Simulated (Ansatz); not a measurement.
```
CELL_PARAMETERS angstrom
3.47499 0.00000 0.00000
0.00000 3.47499 0.00000
0.00000 0.00000 3.47499
ATOMIC_POSITIONS crystal
Mn 0.00000 0.00000 0.00000
Mn 0.50000 0.50000 0.00000
Mn 0.50000 0.00000 0.50000
Mn 0.00000 0.50000 0.50000
```

Space group Fm-3m; set up as Mn, fcc; a generated structure, not necessarily the stable one; changed on purpose from its base cell (volume × 1.04); computed pressure about −12 GPa in this cell; computed without spin polarisation.

These are results of DFT, LDA (PW92), plane waves (420 eV) with PAW, scalar-relativistic in Ansatz, not measurements.

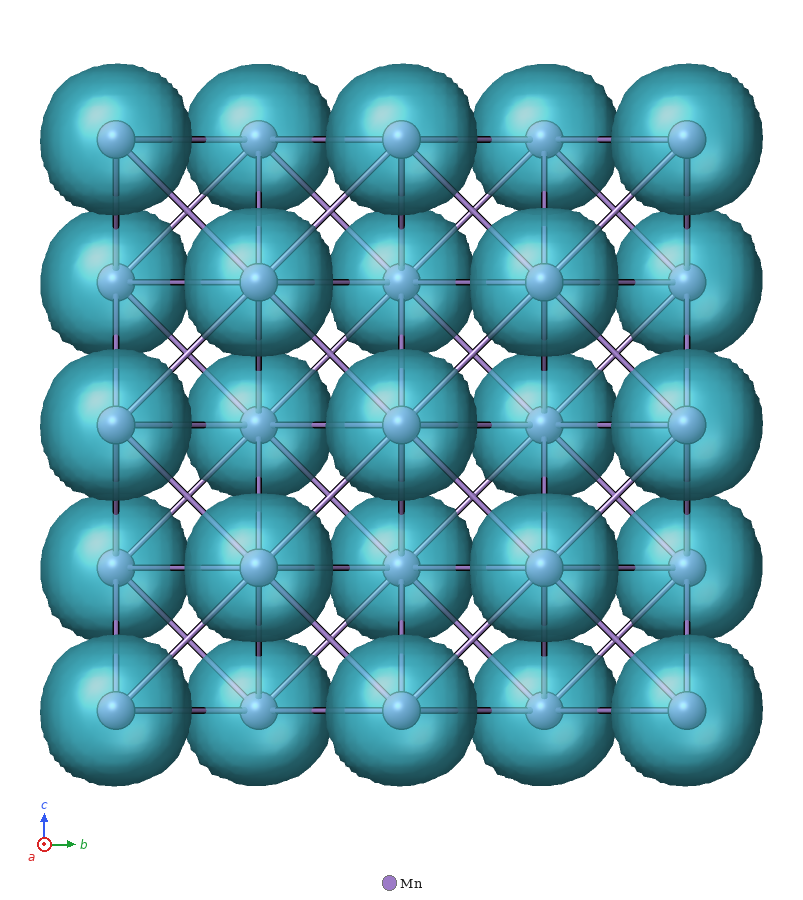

Mn. Isosurface of the valence charge density (pseudo) at 0.6 e/Å³ (cyan), seen along the a axis. Sticks mark near contacts.

The density is the valence pseudo-density of a PAW calculation; it isn't the true density close to the nuclei.

**What does this surface tell about the bonding?**

At this value the density breaks into separate islands; it holds about 80 % of the electrons treated as valence (semicore included). It bridges none of the near contacts. It is pinched off along the shortest Mn–Mn (2.46 Å) contacts. On the grid the lowest density along these lines, outside the cores, is 0.39 e/Å³ (Mn–Mn, 2.46 Å).

**Does the calculation give a band gap?**

It is metallic or semimetallic at this level of theory: no gap opens.
